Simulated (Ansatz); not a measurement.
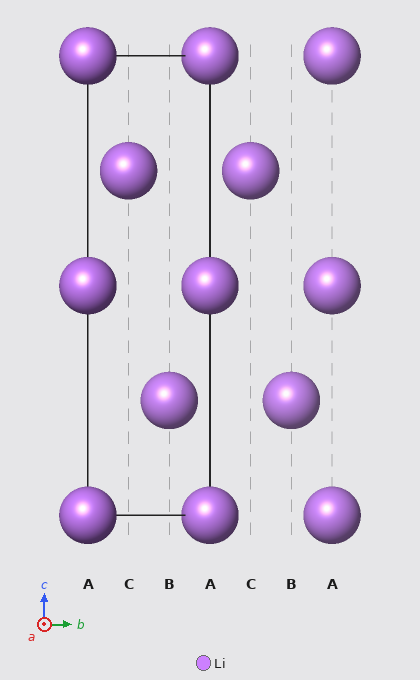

Projection along an edge of the hexagonal mesh, stacking direction c upwards. The dashed lines mark the three columns A (0, 0), B (1/3, 2/3) and C (2/3, 1/3). The sequence starts with the first layer at or above the cell's origin.

Li (space group P6_3/mmc, No. 194): the geometry relaxed with DFT, PBEsol, plane waves (420 eV) with PAW, scalar-relativistic (Ansatz); the starting structure was generated, so it need not be a known form of this composition.

Give the sequence of layers in one repeat, with element and column.

Answer. Li(A) – Li(B) – Li(A) – Li(C) (four layers in 9.96 Å).

Taking all atoms as equal spheres, what packing is it?

Answer. As equal spheres, ABAC: a mixed close packing, (ch) in Jagodzinski's notation.

What short polytype symbol fits?

Answer. Polytype symbol 4H, Ramsdell's symbol (number of layers in the repeat and lattice).

Heights of the layers:

```csv
layer,atoms (column),height (Å),to next (Å)
1,Li(A),0.00,2.49
2,Li(B),2.49,2.49
3,Li(A),4.98,2.49
4,Li(C),7.47,2.49
```
